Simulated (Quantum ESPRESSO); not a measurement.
**Energy of FePt along an even scaling of the cell**

System: FePt (P4/mmm, 2 atoms in the cell).
Method: Kohn-Sham DFT of a periodic cell, PBEsol, GBRV 1.5 PBEsol, spin-polarised (Quantum ESPRESSO 7.5).

The 7 runs differ only in the geometry, by an even scaling of the cell at fixed fractional positions. The structure derives from an entry of the Crystallography Open Database.

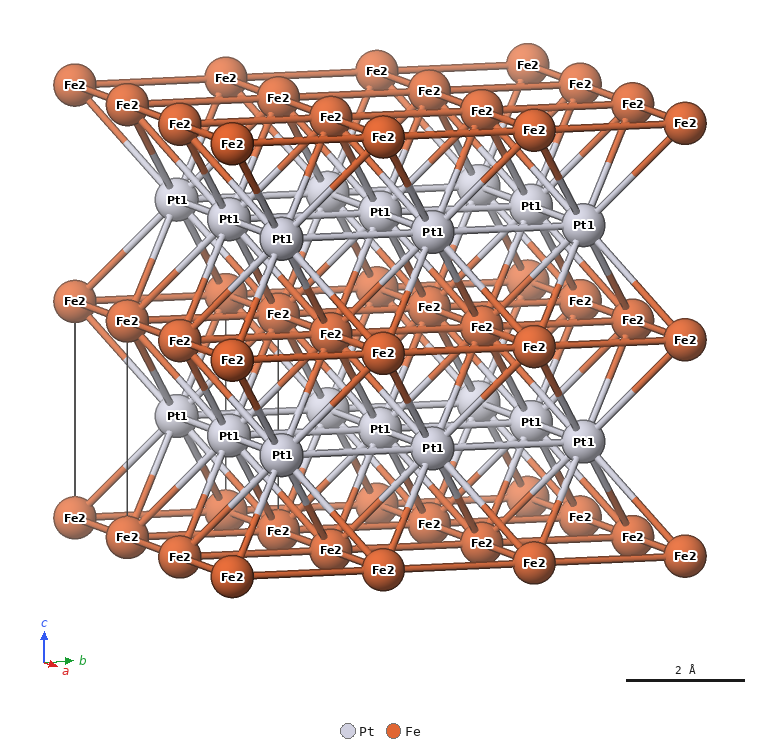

Figure 1. The structure of run 4 (ball-and-stick view of the cell of the calculation, repeated 3 × 3 × 2, seen slightly off an axis; atoms are numbered from 1 in the order of the input). An atom can appear more than once, as a periodic image.

## Input file of run 4
```
&CONTROL
  calculation = 'scf'
  prefix = 'pwscf'
  outdir = './tmp'
  pseudo_dir = './pseudo'
  tprnfor = .true.
  tstress = .true.
  disk_io = 'low'
/
&SYSTEM
  ibrav = 0
  celldm(1) = 8
  nat = 2
  ntyp = 2
  ecutwfc = 56
  ecutrho = 448
  nbnd = 27
  occupations = 'smearing'
  smearing = 'fd'
  degauss = 0.00367493
  nspin = 2
  starting_magnetization(1) = 0
  starting_magnetization(2) = 0.1875
/
&ELECTRONS
  conv_thr = 4d-10
  electron_maxstep = 120
  mixing_beta = 0.3
/
ATOMIC_SPECIES
Pt   195.0840 pt_pbesol_v1.4.uspp.F.UPF
Fe    55.8450 fe_pbesol_v1.5.uspp.F.UPF
CELL_PARAMETERS alat
  0.6433336375523   0.0000000000000   0.0000000000000
  0.0000000000000   0.6433336375523   0.0000000000000
  0.0000000000000   0.0000000000000   0.8787226479510
ATOMIC_POSITIONS crystal
Pt     0.5000000000    0.5000000000    0.5000000000
Fe     0.0000000000    0.0000000000    0.0000000000
K_POINTS automatic
10 10 7 0 0 0
```

## File pp_density.in of run 4
```
&INPUTPP
  prefix = 'pwscf'
  outdir = './tmp'
  filplot = 'density.dat'
  plot_num = 0
/
&PLOT
  nfile = 1
  filepp(1) = 'density.dat'
  iflag = 3
  output_format = 6
  fileout = 'density.cube'
/
```

## File pp_potential.in of run 4
```
&INPUTPP
  prefix = 'pwscf'
  outdir = './tmp'
  filplot = 'potential.dat'
  plot_num = 11
/
&PLOT
  nfile = 1
  filepp(1) = 'potential.dat'
  iflag = 3
  output_format = 6
  fileout = 'potential.cube'
/
```

## File pp_spin.in of run 4
```
&INPUTPP
  prefix = 'pwscf'
  outdir = './tmp'
  filplot = 'spin.dat'
  plot_num = 6
/
&PLOT
  nfile = 1
  filepp(1) = 'spin.dat'
  iflag = 3
  output_format = 6
  fileout = 'spin.cube'
/
```

Command:
```bash
OMP_NUM_THREADS=1 mpirun -n 2 pw.x -nk 2 -in pw.in > pw.out
OMP_NUM_THREADS=1 mpirun -n 1 pp.x -in pp_density.in > pp_density.out
OMP_NUM_THREADS=1 mpirun -n 1 pp.x -in pp_potential.in > pp_potential.out
OMP_NUM_THREADS=1 mpirun -n 1 pp.x -in pp_spin.in > pp_spin.out
```

Lattice vectors (Å) and fractional positions of run 4:
```
   2.723500    0.000000    0.000000
   0.000000    2.723500    0.000000
   0.000000    0.000000    3.720000
Pt  0.500000  0.500000  0.500000
Fe  0.000000  0.000000  0.000000
```

Run 6 has the same physical settings and fractional positions; its lattice vectors (Å) are:
```
   2.759340    0.000000    0.000000
   0.000000    2.759340    0.000000
   0.000000    0.000000    3.768953
```

## Results, with one run withheld

```csv
run,volume per atom (Å³),"free energy per atom, from the lowest run given (meV)",pressure (GPa)
1,12.969,12.04,8.82
2,13.245,1.53,3.24
3,13.521,0.00,−1.63
4,13.796,6.31,−5.87
5,14.072,19.48,−9.62
6,14.348,?,?
7,14.624,63.36,−15.84
```

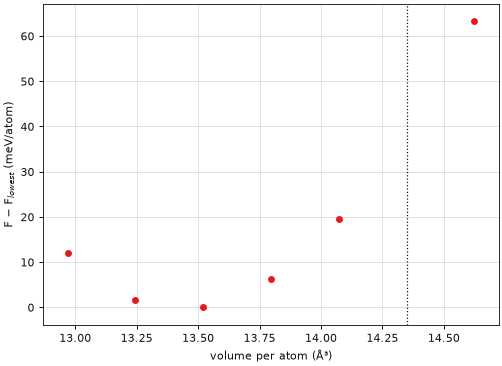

Figure 2. Free energy per atom of the runs given; the dotted line marks run 6.

What should run 6 give?

A cubic polynomial in V^(−2/3) (the Birch–Murnaghan form), fitted to the 6 runs given, misses them by at most 0.02 meV per atom. With x = V^(−2/3) − 0.17477 Å⁻², it reads F = 2.9186 − 3021.4 x + 6.7965e+05 x² + 2.5775e+06 x³ (meV per atom). At run 6 it gives 38.77 meV per atom, and the run itself gives 38.74. The slope of the fit gives a pressure −dF/dV of −12.80 GPa there, and the run prints −12.94 GPa. The two needn't agree exactly: the fit is approximate, and the printed stress is taken on a finite basis. The fit has its minimum at 13.433 Å³ per atom, where V d²F/dV² gives 231 GPa. Cell shape and fractional positions are held, so this is the stiffness under even scaling; the relaxed bulk modulus wasn't computed.

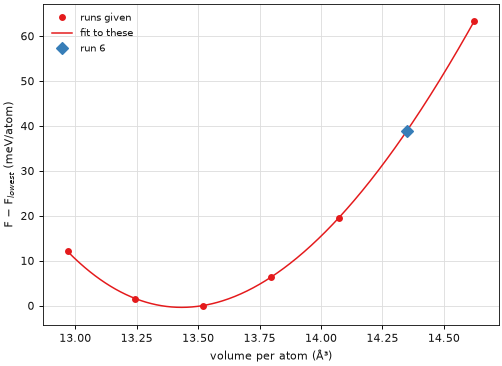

Figure 3. The fit and the withheld run.

## Some lines of the output (run 6)
```
[...]
     total energy              =    -460.77795414 Ry
     total energy              =    -460.77775778 Ry
     total energy              =    -460.77882207 Ry
     total energy              =    -460.77887188 Ry
     total energy              =    -460.77883438 Ry
     total energy              =    -460.77887111 Ry
     total energy              =    -460.77887191 Ry
     total energy              =    -460.77887200 Ry
     total energy              =    -460.77887201 Ry
     the Fermi energy is    18.8763 ev
!    total energy              =    -460.77887202 Ry
     The total energy is F=E-TS. E is the sum of the following terms:
     Computing stress (Cartesian axis) and pressure
          total   stress  (Ry/bohr**3)                   (kbar)     P=     -129.38
```

Notes on the run: negative rho. Spin–orbit coupling is left out, which matters for Pt.
